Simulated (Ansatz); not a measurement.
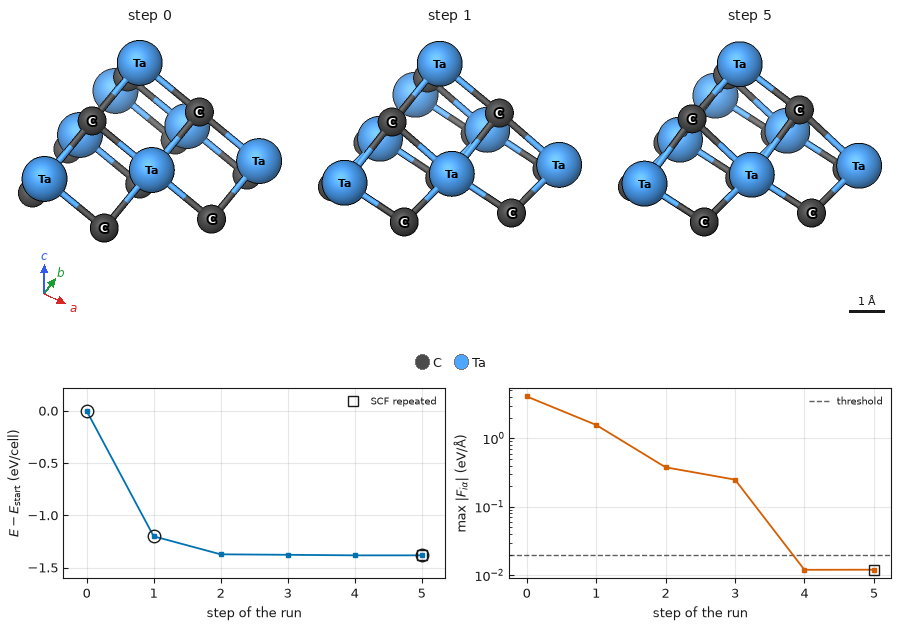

Frames of a relaxation of a slab of composition Ta₅C₆ (cut from the Fm-3m phase), marked on the history of the run. The picture is a ball-and-stick view of the atoms within 4.2 Å of the atom that moves most (axes of the 3 × 3 repeat of the cell, outlined in the plane, without the vacuum), seen from a free direction.

Case: (1 1 1) slab, atoms relaxed. The slab is the (1 1 1) face of TaC.

The calculation used Ansatz, DFT r2SCAN, scalar-relativistic, plane waves, PAW. Set-up: plane-wave cutoff 500 eV; k-point mesh 12 × 12 × 1; occupations gaussian; smearing width 0.1 eV; no spin polarisation; dipole correction; atoms relaxed in a fixed cell; force threshold 0.02 eV/Å; at most 60 steps.

**What happens along the run?**

Over 4 accepted moves (5 points after the start) the energy falls by 1.382 eV per cell of the calculation. The largest force component goes from 4.1 to 0.012 eV/Å. 1 step only repeated the SCF at the same geometry. The largest moves, 0.19 Å, are those of C atoms. By element the largest moves are C 0.19 Å, Ta 0.15 Å. The cell stays as it was. Among the contacts that change: C–Ta 2.231 → 2.052 Å, C–Ta 2.231 → 2.362 Å, Ta–Ta 3.155 → 3.243 Å, C–Ta 2.231 → 2.169 Å. Bond angles that change, for instance: Ta–C–Ta 90.0° → 100.5°. From step 0 to 1: C atoms move most (0.19 Å), energy −1.200 eV per cell of the calculation. From step 1 to 5: C atoms move most (0.10 Å), energy −0.182 eV per cell of the calculation.
